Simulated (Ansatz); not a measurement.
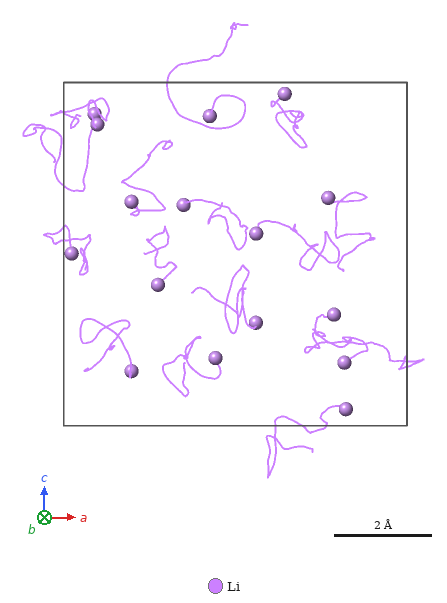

A Born-Oppenheimer molecular dynamics run of a 16-atom cell of Li, 400 fs long. It starts from the last geometry of an earlier run, with fresh velocities. Lines trace each atom's path, in the colour of its element; spheres stand at the starting positions. Seen along the b axis in the simulation cell.

Computed with Ansatz, DFT PBE-D3(BJ), scalar-relativistic, plane waves, PAW. Settings: plane-wave cutoff 420 eV; k-point mesh 2 × 2 × 2; Fermi-Dirac smearing 0.16 eV; volume 1.05 times that of the relaxed crystal; Langevin thermostat (NVT); set temperature 1440 K, then to 300 K over 300 steps, then to 300 K over 100 steps; time step 1 fs; friction 0.02 per fs.

Question: What do the traces tell about the motion?

Answer: Root-mean-square distances from the starting positions over the second half, with the common drift of all atoms taken out: Li 1.40 Å. Against the typical shortest distance between atoms in the first frame, about 2.3 Å these are large excursions, but over 400 fs one can't yet tell strong vibration from the start of diffusion. 2 of the 16 free atoms end more than three quarters of that spacing from the start.

Limits of the set-up: the k-point mesh is coarse for a cell with partly filled bands.

The run took 19 min on 1 thread of Arm Neoverse V2, with other jobs on the host, peak memory 0.56 GiB.
